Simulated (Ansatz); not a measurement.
Read the following structure.

```
CELL_PARAMETERS angstrom
4.95860 0.00000 0.00000
0.00000 3.08124 0.00000
-0.00369 0.00000 5.33416
ATOMIC_POSITIONS crystal
Al 0.50048 0.50000 0.16738
Al 0.00103 0.50000 0.83504
Al 0.00130 0.00000 0.33151
Ga 0.49948 0.00000 0.66606
N 0.11023 0.00000 0.66627
N 0.12257 0.50000 0.16723
N 0.62522 0.50000 0.84071
N 0.62330 0.00000 0.32581
```

What would you see if this were drawn?

Answer. The structure is one of Al₃GaN₄. Its lattice is primitive monoclinic, its space group Pm (No. 6). There are 8 atoms in the cell: 3 Al, 1 Ga, 4 N. The coordination shell of Al holds four N in a tetrahedral arrangement at 1.85 to 1.87 Å. The coordination shell of Ga holds four N in a tetrahedral arrangement at 1.91 to 1.93 Å. By contacts within bonding range, the coordination numbers are N 4. The bonds build a three-dimensional framework.

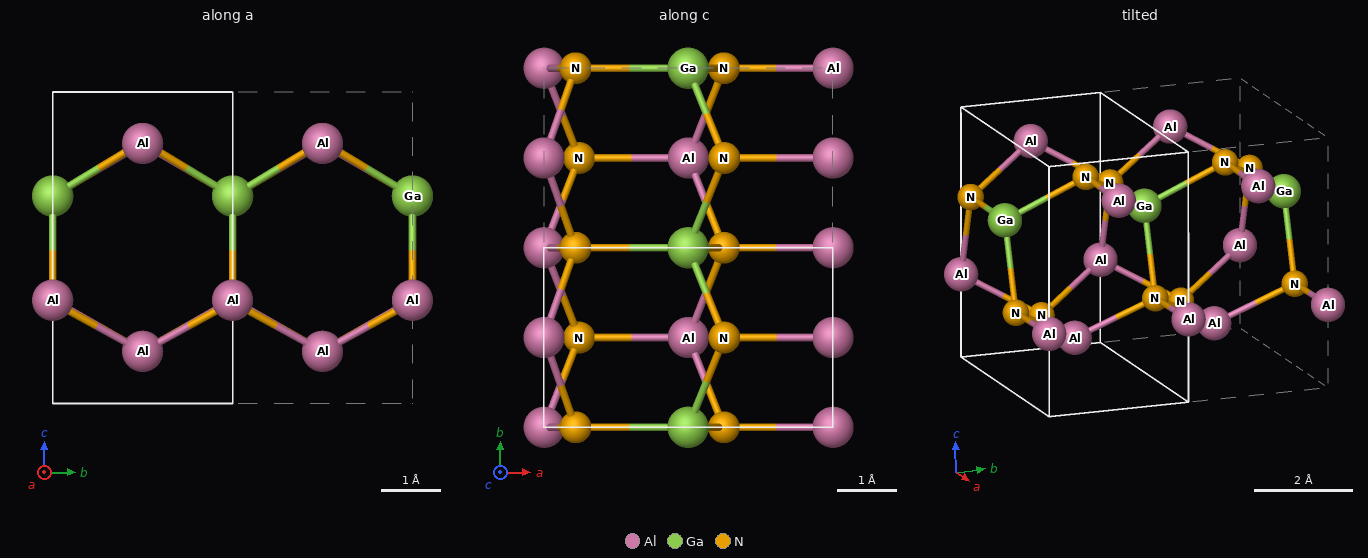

Ball-and-stick drawing of the structure, looking along the a axis, along the c axis and slightly off an axis. The solid box is one conventional unit cell, and 1×2×1 cells are shown. Colours: aluminium pink, gallium green, nitrogen orange.

The cell started as a structure listed in the Materials Project. Earlier steps of the study may have refined or changed the cell and positions. Ansatz was used for an electronic-structure calculation on it.

At this level of theory the cell isn't at rest (compressed, at 10 GPa), so its distances can differ from those at equilibrium, the more so the softer the solid.
